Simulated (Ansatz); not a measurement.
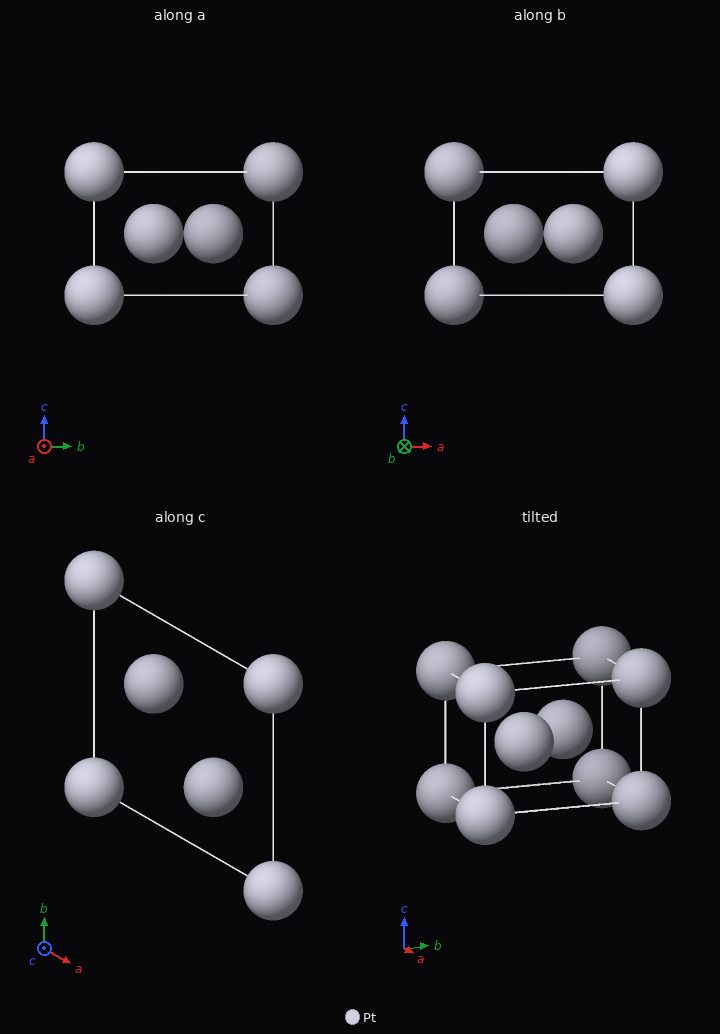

Spheres-only drawing of the structure, looking along the a axis, along the b axis, along the c axis and slightly off an axis. The conventional unit cell is outlined; an atom on or near a face, edge or corner is repeated at each equivalent position.

Lattice parameters: a = 4.472 Å, b = 4.472 Å, c = 2.666 Å, α = 90.00°, β = 90.00°, γ = 120.00°.

Q: Give the structure in the form of a table of Wyckoff sites.

A: Space group P6/mmm (No. 191).
```csv
atom,site,x,y,z
Pt,1a,0.0000,0.0000,0.0000
Pt,2d,0.3333,0.6667,0.5000
```

The model was built from a textbook structure type filled with this element (whether it is the usual form wasn't checked). The structure drawn was relaxed with DFT PBEsol, scalar-relativistic, plane waves, PAW in Ansatz 0.2.0.
